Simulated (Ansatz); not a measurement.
## A series of single points on BN

System: BN (P6₃/mmc, 4 atoms in the cell).
Method: DFT PBEsol, scalar-relativistic, plane waves, PAW, no spin polarisation (Ansatz 0.2.0).

The 5 runs differ only in the geometry, by a strain of the cell at fixed fractional positions. Against run 3, the strain is εzz = η. The structure derives from an entry of the Crystallography Open Database.

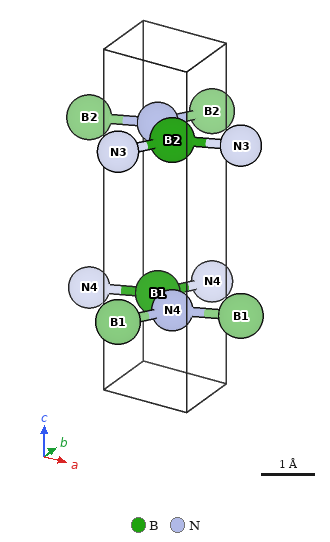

Figure 1. The structure of run 3 (ball-and-stick view of the cell of the calculation, seen slightly off an axis; neighbours outside the cell are drawn fainter; atoms are numbered from 1 in the order of the input).

**Input of run 3**
```yaml
crystal:
  lattice:
    - [2.3787921191, 0.0, 0.0]
    - [-1.1893960596, 2.0600944054, 0.0]
    - [0.0, 0.0, 6.6612]
  atoms:
    - { symbol: B, position: [0.3333333333, 0.6666666667, 0.25] }
    - { symbol: B, position: [0.6666666667, 0.3333333333, 0.75] }
    - { symbol: "N", position: [0.3333333333, 0.6666666667, 0.75] }
    - { symbol: "N", position: [0.6666666667, 0.3333333333, 0.25] }
basis:
  ecutwfc: 420
kpoints:
  mp_grid: { grid: [12, 12, 4] }
hamiltonian:
  xc: pbesol
scf:
  occupations: { method: gaussian, width: 0.05 }
output:
  forces: true
  stress: true
  eigenvalues: true
```

Command:
```bash
ansatz run input.yaml --threads 1 --pin off --max-ram 1228MiB --backend cpu --events-out ev --progress --plain --runs-dir out
```

Run 2 differs from it as follows:
```diff
-    - [0.0, 0.0, 6.6612]
+    - [0.0, 0.0, 6.49467]
```

**Results, with one run withheld**

```csv
run,strain parameter η (%),"free energy per atom, from the lowest run given (meV)",pressure (GPa),gap on the mesh (eV)
1,−5.0000,6.20,49.59,4.32
2,−2.5000,?,?,?
3,0.0000,1.40,46.51,4.41
4,2.5000,0.46,45.20,4.46
5,5.0000,0.00,44.00,4.51
```

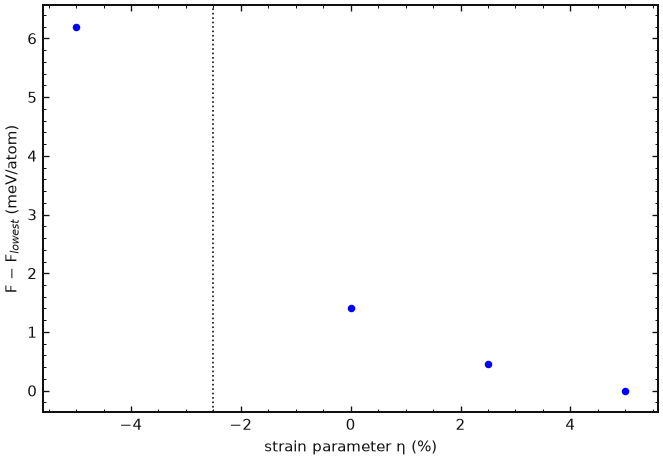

Figure 2. Free energy per atom of the runs given; the dotted line marks run 2.

What should run 2 give?

A quadratic polynomial in the coordinate, fitted to the 4 runs given, misses them by at most 0.11 meV per atom. With x = η − 0.6250, it reads F = 1.1221 − 0.53298 x + 0.065309 x² (meV per atom). At run 2 it gives 3.43 meV per atom, and the run itself gives 3.22. The fit has its minimum at η = 4.7054 %. The gap on the mesh goes, without turning, from 4.32 eV in run 1 to 4.51 eV in run 5; run 2 has 4.37 eV. These are gaps of this functional on this mesh, which can miss the band edges; they aren't the measured gap.

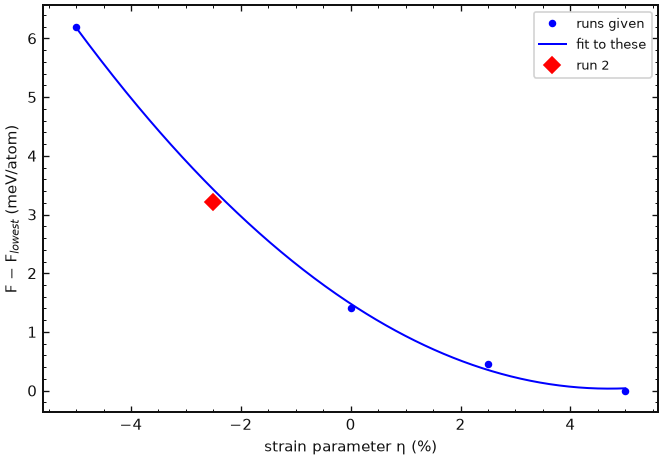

Figure 3. The fit and the withheld run.

**Output, shortened to warnings, some set-up lines, iterations and results (run 2)**
```
Basis set: ecut = 420 eV, 585 PW (Γ), exchange–correlation on 32×32×90 points (8 copies of the dense FFT grid, shifted against one another)
Symmetry: 24 space group operations
k-points: 57 of 576
Initial density: superposition of atomic densities (neutral atoms: chi_scale 0, normalization atom), corrected by the library's trained network
[...]
SCF iter   1: F=—  HF=-1066.856246 eV  |F-HF|=—  |Δ(HF+E_count)|=         —  Δρ=9.25e-3  dr2=2.59e-2  ethr=1.77e-3  ⟨swp⟩=6.5  Hψ=4207  notcnv=0
SCF iter   2: F=—  HF=-1066.848134 eV  |F-HF|=—  |Δ(HF+E_count)|=   8.11e-3  Δρ=3.09e-3  dr2=1.70e-3  ethr=1.62e-4  ⟨swp⟩=2.8  Hψ=1793  notcnv=0
SCF iter   3: F=—  HF=-1066.847767 eV  |F-HF|=—  |Δ(HF+E_count)|=   3.67e-4  Δρ=9.87e-4  dr2=1.48e-4  ethr=1.06e-5  ⟨swp⟩=2.3  Hψ=1107  notcnv=0
SCF iter   4: F=—  HF=-1066.847819 eV  |F-HF|=—  |Δ(HF+E_count)|=   5.23e-5  Δρ=3.13e-4  dr2=1.16e-5  ethr=9.26e-7  ⟨swp⟩=2.7  Hψ=1139  notcnv=0
SCF iter   5: F=—  HF=-1066.847828 eV  |F-HF|=—  |Δ(HF+E_count)|=   8.67e-6  Δρ=4.54e-5  dr2=2.15e-7  ethr=7.22e-8  ⟨swp⟩=2.2  Hψ=1072  notcnv=0
SCF iter   6: F=-1066.847828 eV  HF=-1066.847828 eV  |F-HF|=1.53e-9  |Δ(HF+E_count)|=   2.80e-7  Δρ=3.37e-6  dr2=1.29e-9  ethr=6.25e-10  ⟨swp⟩=5.4  Hψ=3253  notcnv=0
SCF 1 converged in 6 iterations: F = -1066.847828 eV  dr2 = 1.29e-9
SCF converged after 6 iterations
Free energy (F): -1066.847828 eV
Harris-Foulkes:  -1066.847828 eV  (|F-HF|=1.53e-9)
Internal energy: -1066.847828 eV  (E = F + TS)
E sigma→0 (E₀):  -1066.847828 eV
Fermi energy:    8.047550 eV
--- Per-component energies (eV) ---
  E_band       = -26.092709
  E_kinetic    = 382.186780
  E_local      = -702.669358  (includes V_loc(G=0)·N_el)
  E_nonlocal   = 120.109748
  E_hartree    = 227.522186
  E_xc         = -186.447552
  E_vxc        = -232.492808  (∫ρ·V_xc dr)
  E_paw        = -399.940078  (= ΣΔE_a)
  E_vpaw       = -48.271892  (= ΣTr[D̂ρ^β])
  E_aug_tail   = 0.000210  (compensation charges beyond the density's cutoff)
  E_ewald      = -507.695385
  E_core_change = 0.085620  (= ΣΔE_core)
  E_smearing   = -0.000000  (= −TS)
  E_closure    = 0.000000  (closes the sum)
  Σ components = -1066.847828   (vs F -1066.847828, Δ=0.00e0)
--- Forces (eV/Å), atoms counted from 1 ---
  atom   1  B      0.00000000     0.00000000     0.00000000
  atom   2  B     -0.00000000    -0.00000000     0.00000000
  atom   3  N     -0.00000000    -0.00000000     0.00000000
  atom   4  N      0.00000000     0.00000000     0.00000000
  max |Σ_I F_I| component: 4.63e-18 eV/Å
--- Stress (GPa, compression-positive) ---
       71.026549       0.000000       0.000000
        0.000000      71.026549       0.000000
        0.000000       0.000000       1.831374
  P = ⅓ Tr σ = 47.9615 GPa (479.615 kbar)
```
